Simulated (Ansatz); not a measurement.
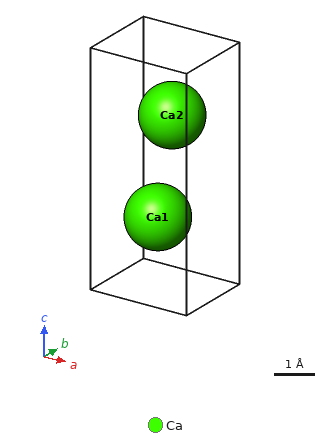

The input geometry of run A (spheres-only view of the cell of the calculation, seen slightly off an axis; atoms are numbered from 1 in the order of the input).

## Two runs on Ca

System: Ca (2 atoms in the cell).
Method of run A: DFT, RPBE, plane waves (420 eV) with PAW, scalar-relativistic, no spin polarisation (Ansatz 0.2.0).

Text and figures count atoms from 1; the logs count them from 0 in places.

### Input file, run A
```yaml
crystal:
  lattice:
    - [3.8672091192, 0.0, 0.0]
    - [-1.9336045596, 3.349101339, 0.0]
    - [0.0, 0.0, 6.3483053342]
  atoms:
    - { symbol: Ca, position: [0.3333333333, 0.6666666667, 0.25] }
    - { symbol: Ca, position: [0.6666666667, 0.3333333333, 0.75] }
hamiltonian:
  xc: rpbe
  pseudopotentials:
    kind: paw
    azcp:
      Ca: "pseudopotentials/Ca.paw.azcp"
basis:
  ecutwfc: 420
  fft_grid_basis: typed
kpoints:
  mp_grid: { grid: [10, 10, 6], shift: [0, 0, 0] }
magnetization:
  spin_polarized: false
scf:
  occupations: { method: fermi_dirac, width: 0.1 }
  lower_state_search: "off"
output:
  stress: true
```

Hardware: 2 threads of AMD EPYC (Zen 3), 192 GiB of memory available, shared host.

### Output, shortened to warnings, some set-up lines, iterations and results (run A)
```
Basis set: ecut = 420 eV, 1641 PW (Γ)
Symmetry: 24 space group operations
k-points: 56 of 600
Initial density: superposition of atomic densities (neutral atoms: chi_scale 0, normalization atom), corrected by the library's trained network
[...]
SCF iter   1: F=—  HF=-3642.430368 eV  |F-HF|=—  |Δ(HF+E_count)|=         —  Δρ=2.04e-3  dr2=4.52e-3  ethr=1.77e-3  ⟨swp⟩=6.9  Hψ=5006  notcnv=0
SCF iter   2: F=—  HF=-3642.431686 eV  |F-HF|=—  |Δ(HF+E_count)|=   1.32e-3  Δρ=1.30e-3  dr2=2.07e-3  ethr=2.26e-5  ⟨swp⟩=1.1  Hψ=1236  notcnv=0
SCF iter   3: F=—  HF=-3642.432077 eV  |F-HF|=—  |Δ(HF+E_count)|=   3.91e-4  Δρ=2.55e-4  dr2=9.55e-5  ethr=1.04e-5  ⟨swp⟩=2.0  Hψ=886  notcnv=0
SCF iter   4: F=—  HF=-3642.432057 eV  |F-HF|=—  |Δ(HF+E_count)|=   2.05e-5  Δρ=7.77e-5  dr2=2.41e-6  ethr=4.78e-7  ⟨swp⟩=2.5  Hψ=1146  notcnv=0
SCF iter   5: F=-3642.432062 eV  HF=-3642.432061 eV  |F-HF|=1.07e-7  |Δ(HF+E_count)|=   4.56e-6  Δρ=1.16e-5  dr2=6.42e-8  ethr=1.20e-8  ⟨swp⟩=2.5  Hψ=1395  notcnv=0
SCF iter   6: F=-3642.432062 eV  HF=-3642.432062 eV  |F-HF|=4.15e-9  |Δ(HF+E_count)|=   1.17e-7  Δρ=2.12e-6  dr2=2.83e-9  ethr=3.21e-10  ⟨swp⟩=2.1  Hψ=2845  notcnv=0
SCF 1 converged in 6 iterations: F = -3642.432062 eV  dr2 = 2.83e-9
SCF converged after 6 iterations
Free energy (F): -3642.432062 eV
Harris-Foulkes:  -3642.432062 eV  (|F-HF|=4.15e-9)
Internal energy: -3642.347991 eV  (E = F + TS)
E sigma→0 (E₀):  -3642.390026 eV
Entropy (-TS):   -0.084071 eV (-42.035 meV/atom)
Fermi energy:    5.278670 eV
--- Per-component energies (eV) ---
  E_band       = -344.624688
  E_kinetic    = 552.243463
  E_local      = -1680.115422  (includes V_loc(G=0)·N_el)
  E_nonlocal   = 125.204277
  E_hartree    = 562.712052
  E_xc         = -273.381939
  E_vxc        = -339.584861  (∫ρ·V_xc dr)
  E_paw        = -1723.902583  (= ΣΔE_a)
  E_vpaw       = -127.795291  (= ΣTr[D̂ρ^β])
  E_aug_tail   = -0.000013  (compensation charges beyond the density's cutoff)
  E_ewald      = -1205.005341
  E_core_change = -0.102483  (= ΣΔE_core)
  E_smearing   = -0.084071  (= −TS)
  E_closure    = -0.000000  (closes the sum)
  Σ components = -3642.432062   (vs F -3642.432062, Δ=0.00e0)
--- Stress (GPa, compression-positive) ---
        1.514438      -0.000000       0.000000
       -0.000000       1.514438       0.000000
        0.000000       0.000000       1.639696
  P = ⅓ Tr σ = 1.5562 GPa (15.562 kbar)
```

For run B the input was changed thus:
```diff
-    - [3.8672091192, 0.0, 0.0]
-    - [-1.9336045596, 3.349101339, 0.0]
-    - [0.0, 0.0, 6.3483053342]
+    - [3.8103301345, 0.0, 0.0]
+    - [-1.9051650673, 3.2998426933, 0.0]
+    - [0.0, 0.0, 6.2549343395]
```

What does this change do to the results?

With the same functional and potentials, run B lies 22.8 meV per atom higher. The pressure goes from 1.56 to 2.56 GPa. The volume per atom goes from 41.11 to 39.32 Å³. The cell is scaled evenly with the atoms at fixed fractional positions, so −ΔP/Δ ln V estimates the bulk modulus midway between the two volumes: about 22 GPa. The number of SCF iterations is the same. The plane waves at Γ go from 1641 to 1521.

### Output, shortened to warnings, some set-up lines, iterations and results (run B)
```
Basis set: ecut = 420 eV, 1521 PW (Γ)
Symmetry: 24 space group operations
k-points: 56 of 600
Initial density: superposition of atomic densities (neutral atoms: chi_scale 0, normalization atom), corrected by the library's trained network
[...]
SCF iter   1: F=—  HF=-3642.384791 eV  |F-HF|=—  |Δ(HF+E_count)|=         —  Δρ=2.16e-3  dr2=4.83e-3  ethr=1.77e-3  ⟨swp⟩=6.9  Hψ=5044  notcnv=0
SCF iter   2: F=—  HF=-3642.386117 eV  |F-HF|=—  |Δ(HF+E_count)|=   1.33e-3  Δρ=1.38e-3  dr2=2.20e-3  ethr=2.41e-5  ⟨swp⟩=1.1  Hψ=1237  notcnv=0
SCF iter   3: F=—  HF=-3642.386532 eV  |F-HF|=—  |Δ(HF+E_count)|=   4.15e-4  Δρ=2.65e-4  dr2=9.74e-5  ethr=1.10e-5  ⟨swp⟩=2.0  Hψ=885  notcnv=0
SCF iter   4: F=—  HF=-3642.386510 eV  |F-HF|=—  |Δ(HF+E_count)|=   2.16e-5  Δρ=8.16e-5  dr2=2.85e-6  ethr=4.87e-7  ⟨swp⟩=2.5  Hψ=1093  notcnv=0
SCF iter   5: F=-3642.386515 eV  HF=-3642.386515 eV  |F-HF|=1.10e-7  |Δ(HF+E_count)|=   4.95e-6  Δρ=1.22e-5  dr2=6.33e-8  ethr=1.42e-8  ⟨swp⟩=2.9  Hψ=1487  notcnv=0
SCF iter   6: F=-3642.386515 eV  HF=-3642.386515 eV  |F-HF|=3.95e-9  |Δ(HF+E_count)|=   1.22e-7  Δρ=2.11e-6  dr2=2.60e-9  ethr=3.16e-10  ⟨swp⟩=2.0  Hψ=2847  notcnv=0
SCF 1 converged in 6 iterations: F = -3642.386515 eV  dr2 = 2.60e-9
SCF converged after 6 iterations
Free energy (F): -3642.386515 eV
Harris-Foulkes:  -3642.386515 eV  (|F-HF|=3.95e-9)
Internal energy: -3642.303125 eV  (E = F + TS)
E sigma→0 (E₀):  -3642.344820 eV
Entropy (-TS):   -0.083390 eV (-41.695 meV/atom)
Fermi energy:    5.605040 eV
--- Per-component energies (eV) ---
  E_band       = -336.551404
  E_kinetic    = 553.222751
  E_local      = -1652.979063  (includes V_loc(G=0)·N_el)
  E_nonlocal   = 125.355735
  E_hartree    = 552.901380
  E_xc         = -273.748828
  E_vxc        = -340.093775  (∫ρ·V_xc dr)
  E_paw        = -1723.959458  (= ΣΔE_a)
  E_vpaw       = -127.859400  (= ΣTr[D̂ρ^β])
  E_aug_tail   = -0.000013  (compensation charges beyond the density's cutoff)
  E_ewald      = -1222.993148
  E_core_change = -0.102483  (= ΣΔE_core)
  E_smearing   = -0.083390  (= −TS)
  E_closure    = -0.000000  (closes the sum)
  Σ components = -3642.386515   (vs F -3642.386515, Δ=0.00e0)
--- Stress (GPa, compression-positive) ---
        2.481077      -0.000000       0.000000
       -0.000000       2.481077       0.000000
        0.000000       0.000000       2.703587
  P = ⅓ Tr σ = 2.5552 GPa (25.552 kbar)
```

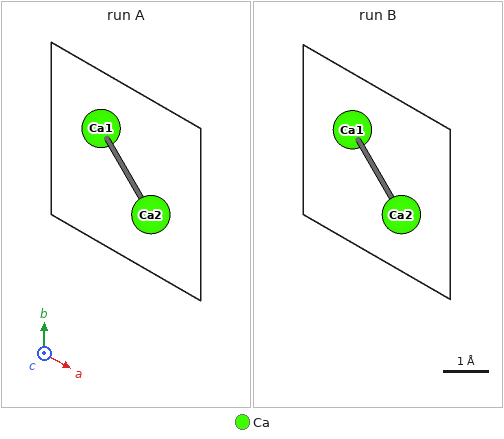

The two input geometries at one scale (ball-and-stick view of the cell of the calculation, along the c axis). No atom moves by more than 0.005 Å relative to the cell. The volume changes by −4.3 %, with a = b 3.867 → 3.810 Å (−1.5 %), c 6.348 → 6.255 Å (−1.5 %). Among the contacts that change: Ca1–Ca2 3.881 → 3.824 Å, Ca1–Ca1 3.867 → 3.810 Å.

### The two runs side by side

```csv
quantity,run A,run B
outcome,converged,converged
free energy per atom (eV),−1821.2160,−1821.1933
"energy per atom, smearing taken to zero (eV)",−1821.1950,−1821.1724
pressure (GPa),1.56,2.56
volume per atom (Å³),41.11,39.32
SCF iterations,6,6
irreducible k-points,56,56
plane waves at Γ,1641,1521
wall time (shared host),1.2 s,1.1 s
```
